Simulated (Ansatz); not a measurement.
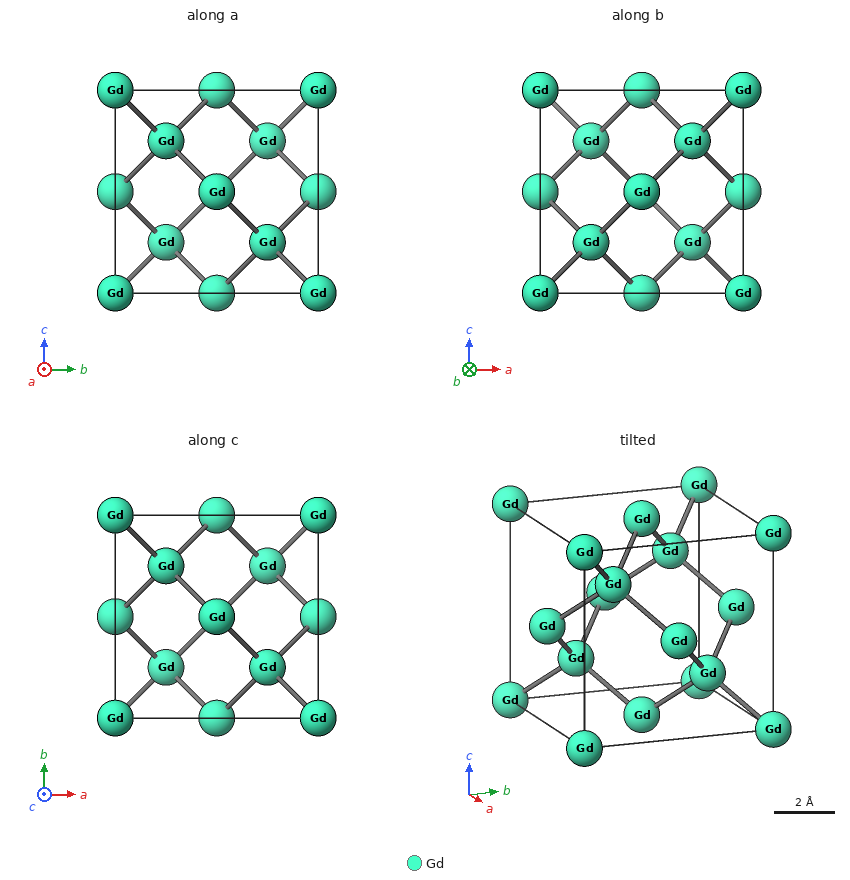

A ball-and-stick rendering, viewed along the a axis, along the b axis, along the c axis and slightly off an axis. The conventional unit cell is drawn as a box.

Lattice parameters: a = 6.848 Å, b = 6.848 Å, c = 6.848 Å, α = 90.00°, β = 90.00°, γ = 90.00°.

**Transcribe the picture into a table of Wyckoff sites.**

Space group Fd-3m:1 (No. 227).
```tsv
atom	site	x	y	z
Gd	8a	0.0000	0.5000	0.5000
```

The structure was taken from a structure type filled with this element by a generator (whether the element takes this form wasn't checked). The cell was then strained or its atoms displaced on purpose. A calculation with Ansatz used it as input.
